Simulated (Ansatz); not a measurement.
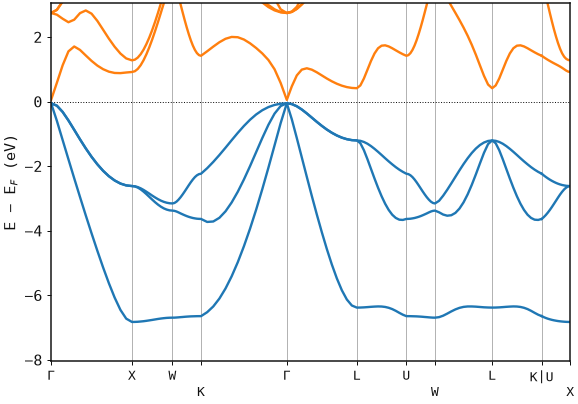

Band structure. Energies are counted from the Fermi level, put mid-gap where there is a gap.

> Which Bravais lattice do the labels of the path belong to?

A face-centred cubic lattice: the path Γ–X–W–K–Γ–L–U–W–L–K|U–X runs through the special points of its Brillouin zone.

System: zincblende GaSb, space group F-43m (No. 216), 2 atoms in the primitive cell.

```cif
data_structure
_symmetry_space_group_name_H-M 'F-43m'
_symmetry_Int_Tables_number 216
_cell_length_a 6.1180
_cell_length_b 6.1180
_cell_length_c 6.1180
_cell_angle_alpha 90.000
_cell_angle_beta 90.000
_cell_angle_gamma 90.000
_cell_volume 229.00
loop_
_atom_site_label
_atom_site_type_symbol
_atom_site_symmetry_multiplicity
_atom_site_Wyckoff_symbol
_atom_site_fract_x
_atom_site_fract_y
_atom_site_fract_z
_atom_site_occupancy
Sb1 Sb 4 c 0.25000 0.25000 0.25000 1
Ga1 Ga 4 a 0.00000 0.00000 0.00000 1
```

Method: revPBE, Ansatz PAW, no spin polarisation, no spin-orbit coupling, 8×8×8 k mesh, 420 eV cutoff, Fermi-Dirac smearing of 0.05 eV (Ansatz 0.2.0).

> Read off the fundamental gap and say whether it is direct.

A semiconductor. The gap along this path is 0.11 eV and direct: both edges lie at Γ. It is not wide against the smearing used.

> How many bands meet at the valence-band top?

Three bands meet at the valence-band top at Γ: it is triply degenerate (spin aside).

Spin-orbit coupling is left out, which matters for Sb and can close so small a gap. The PAW data sets were made with another functional. LDA, GGA and most meta-GGA functionals understate gaps. The cell is at 3 GPa in this functional.
